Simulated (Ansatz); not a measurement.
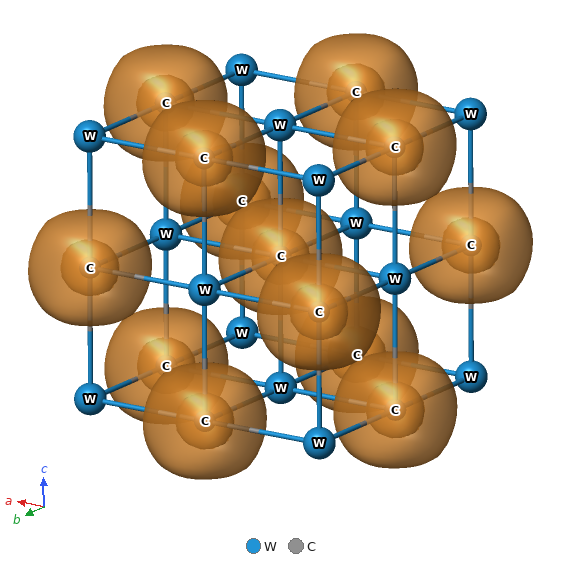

The picture shows: WC. Isosurface of the electron localisation function at 0.6 (orange), seen at an oblique angle. Only the valence region is drawn (cores and ρ < 0.01 e/Å³ removed). Sticks mark near contacts.

Space group Immm; a structure from a database of computed crystals, not necessarily the ambient phase; changed on purpose from its base cell (strain +0.0050 x Voigt [0, 0, 0, 1, 0, 0], atoms carried along); computed pressure about −10 GPa in this cell.

The calculation used Ansatz, DFT PBEsol, scalar-relativistic, plane waves, PAW.

```
W C
1.0
     4.38537    0.00000    0.00000
     0.00000    4.38537    0.01096
     0.00000    0.01096    4.38537
W C
4 4
Cartesian
  0.0000 0.0000 0.0000
  2.1927 2.1927 0.0055
  2.1927 0.0055 2.1927
  0.0000 2.1982 2.1982
  2.1927 0.0000 0.0000
  0.0000 2.1927 0.0055
  0.0000 0.0055 2.1927
  2.1927 2.1982 2.1982
```

Question: Where are the electrons localised?

Answer: At this value the surface marks out four regions wrapped around C (the valence shell of each), counted in one cell of 8 atoms. Any copies at cell faces, edges or corners count once. Profiles from the grid: W–C (2.19 Å): the ELF peaks at about 0.75 in the valence shell of C, 0.7 Å from its nucleus, and is about 0.25 at the midpoint.
